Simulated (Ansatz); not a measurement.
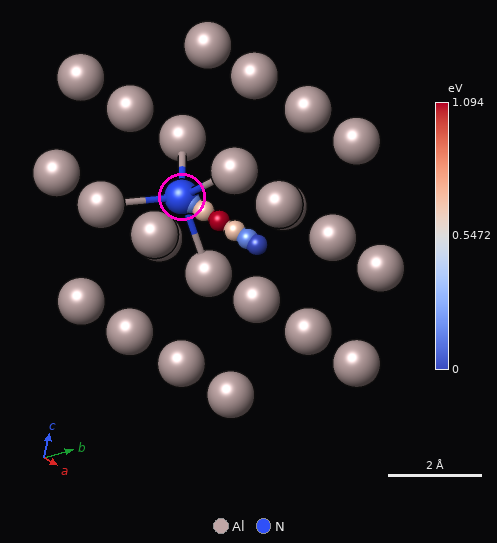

A nudged-elastic-band calculation for a defect cell of composition Al27N (28 atoms in the cell). Images are numbered from 0 (start) to 6 (end). The start is drawn whole; smaller spheres mark the moving atoms (N) in the later images, joined by lines and coloured by the energy of the image relative to the start. Style: ball-and-stick. Shown: the atoms within 4.6 Å of the middle of the path, slightly off an axis. The moving atom is ringed, with any periodic copies. Bonds to atoms that aren't drawn are left out.

These are results of DFT PBE, scalar-relativistic, plane waves, PAW (Ansatz), not measurements. Run with plane-wave cutoff 420 eV; k-point mesh 3 × 3 × 3; Gaussian smearing 0.1 eV; 5 movable images; climbing image.

**Describe the path and its energy.**

The N atom travels furthest, 2.04 Å from end to end, along [1 1 −1], on a straight line. At the highest image its nearest neighbour (Al) is 1.81 Å away, against 1.87 Å at the start, and the surrounding atoms stand up to 0.28 Å off the mean of their end positions. The two ends have the same energy, and the highest point, image 3, lies 1.09 eV above the start. The band is converged.

Cost: 9.5 min on 4 threads of Arm Neoverse V1 (shared host), peak memory 2.9 GiB.
